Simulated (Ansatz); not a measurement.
# Calculations on AlN and related structures

Part 1: Relaxation

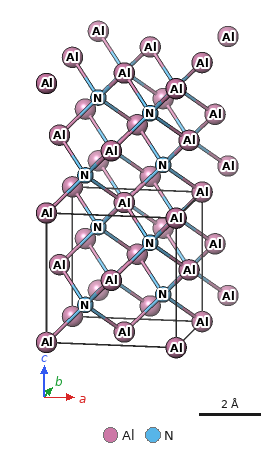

A crystal of AlN (set up in F-43m), before the relaxation. Style: ball-and-stick. Shown: the conventional cell (4 times the calculation's cell), repeated 1 × 2 × 2 with one cell outlined, slightly off an axis. Lengths and directions refer to the drawn axes.

The calculation used Ansatz 0.2.0, DFT PBE, scalar-relativistic, plane waves, PAW.

Input file:
```yaml
crystal:
  lattice:
    - [0.0, 2.1839935596, 2.1839935596]
    - [2.1839935596, 0.0, 2.1839935596]
    - [2.1839935596, 2.1839935596, 0.0]
  atoms:
    - { symbol: Al, position: [0.0, 0.0, 0.0] }
    - { symbol: "N", position: [0.75, 0.75, 0.75] }
basis:
  ecutwfc: 420
kpoints:
  mp_grid: { grid: [10, 10, 10] }
hamiltonian:
  xc: pbe
scf:
  occupations: { method: gaussian, width: 0.02 }
output:
  forces: true
  stress: true
  eigenvalues: true
relax:
  adjacent_minimum: "off"
  f_tol: 0.005
  max_steps: 80
  cell: { stress_tol: 0.05 }
```

Launched with:
```bash
ansatz run input.yaml --threads 4 --pin off --max-ram 10240MiB --backend cpu --events-out ev --progress --plain --runs-dir out
```

**Predict the outcome.**

No atom moves by more than 0.005 Å relative to the cell. The volume changes by +2.4 %, with a = b = c 4.368 → 4.403 Å (+0.8 %). Near-neighbour distances that change, for instance: Al1–N2 1.891 → 1.907 Å. The space group stays F-43m (No. 216). The energy falls by 7.6 meV per cell of the calculation in 4 accepted moves (6 points after the start). All forces vanish by symmetry, so only the cell relaxes. The pressure goes from 4.86 to 0.00 GPa. At 2 points the geometry stayed and the basis and grid were re-selected for the new cell (energy shift of 1.8 meV per cell of the calculation at most each time).

Part 2: Relaxation

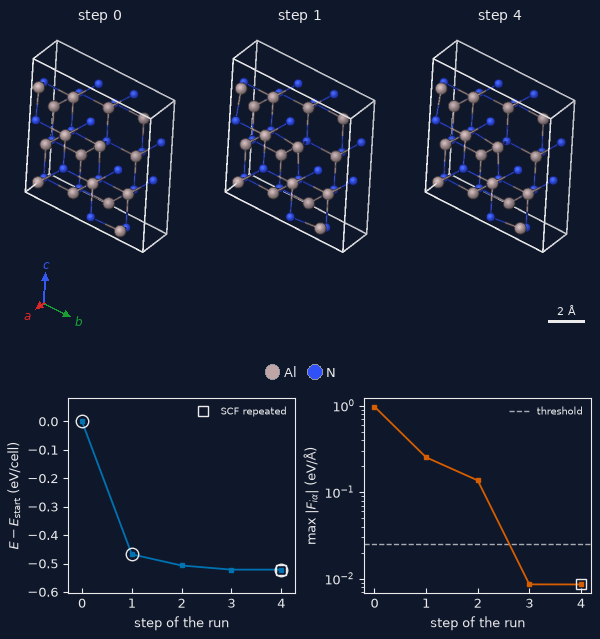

Frames of a relaxation of a defect cell of composition Al₁₆N₁₅ (cell charge +2), marked on the history of the run. The picture is a ball-and-stick view of the cell of the calculation (origin shifted), seen slightly off an axis.

Case: N vacancy (site c), charge +2, atoms relaxed at the host's cell.

Method: DFT PBE, scalar-relativistic, plane waves, PAW in Ansatz. Set-up: plane-wave cutoff 420 eV; k-point mesh 4 × 4 × 4; occupations gaussian; smearing width 0.01 eV; mesh shifted by (0.5, 0.5, 0.5); collinear spin; atoms relaxed in a fixed cell; force threshold 0.025 eV/Å; at most 45 steps.

What happens along the run?

Answer. After 3 accepted moves (4 points after the start) the energy has fallen by 0.521 eV per cell of the calculation. Largest force component: 0.97 eV/Å at the start, 0.0086 eV/Å at the end. 1 step only repeated the SCF at the same geometry. The largest moves, 0.16 Å, are those of Al atoms. Largest moves by element: Al 0.16 Å, N 0.01 Å. The lattice vectors keep their values. Some distances before and after: Al–N 1.885 → 1.853 Å, Al–N 1.901 → 1.887 Å, Al–N 1.919 → 1.926 Å. Among the angles between lasting bonds that change: Al–N–Al 107.8° → 103.3°, N–Al–N 111.2° → 115.0°. The run took 98 s on 4 threads of Arm Neoverse V1, on a shared host, peak memory 1 GiB. From step 0 to 1: Al atoms move most (0.15 Å), energy −0.467 eV per cell of the calculation. From step 1 to 4: N atoms move most (0.02 Å), energy −53.9 meV per cell of the calculation.

Limits of the set-up: the periodic images lie only 7.6 Å apart, so the values are limited by the cell's size; the cell is charged, on a uniform background, and energies carry no finite-size correction.

Part 3: Defect

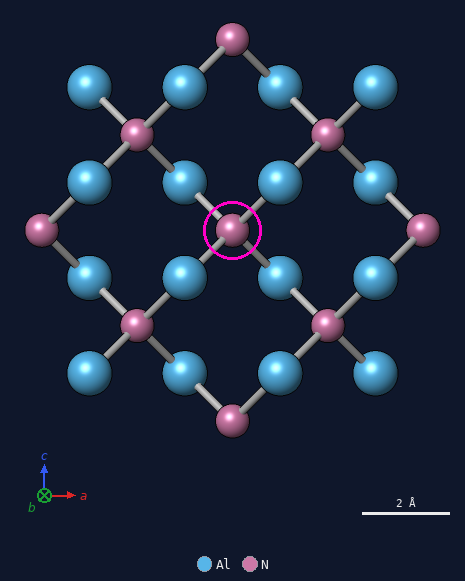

Perfect AlN. The picture is a ball-and-stick view of the atoms within 5.4 Å of one point, in a slice 4.2 Å thick across the line of sight, seen along the b axis.

Computed with Ansatz, DFT PBE, scalar-relativistic, plane waves, PAW. Set-up: plane-wave cutoff 420 eV; k-point mesh 4 × 4 × 4; occupations gaussian; smearing width 0.01 eV; mesh shifted by (0.5, 0.5, 0.5); collinear spin. The cell is small and the k-mesh coarse, so the numbers are rough. The axes drawn are those of the host's conventional cell.

A nitrogen atom is taken out (a vacancy) at the ringed place, in charge state 0. The supercell has 32 sites, and the atoms are relaxed at the host's cell.

### How do the neighbours respond?

Around the empty N site the host had 4 Al at 1.91 Å; after relaxation the nearest atoms are 4 Al at 1.91 Å. Of the host's atoms, an aluminium atom moves furthest from its site, by 0.01 Å. Relaxing the atoms from the host's sites lowers the energy by 0.01 eV. At a tolerance of 0.02 Å the relaxed supercell has space group I-43m.

The relaxed defect, seen from the same direction:

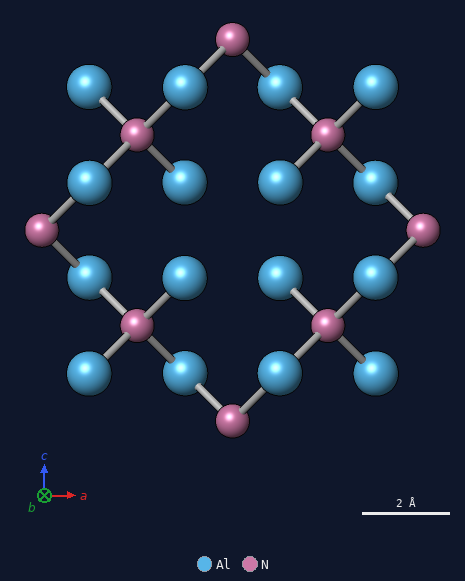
